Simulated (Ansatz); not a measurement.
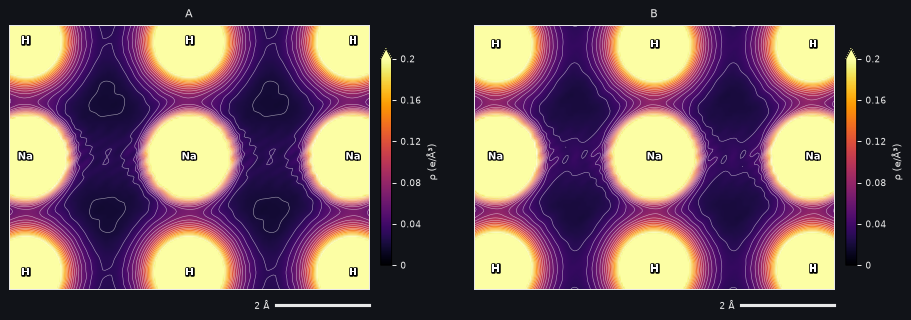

NaH. The valence pseudo-density of two cells that differ in size, on the (011̄) plane of each (indices in the axes of the calculation cell), at one length scale and on one colour scale: A has 15.5 Å³ an atom and B 14.1.

Method: DFT PBE, scalar-relativistic, plane waves, PAW (Ansatz 0.2.0).

In a PAW calculation such maps are meaningful between the atoms, not at the nuclei.

Question: What changes from the larger cell to the smaller?

Answer: From the larger cell to the smaller, Na–H goes from 2.49 to 2.42 Å, and the density at its midpoint from 0.07 to 0.08 e/Å³; the pressure goes from −1.9 to 0.0 GPa; the Kohn–Sham gap goes from 3.6 eV to 3.8 eV.
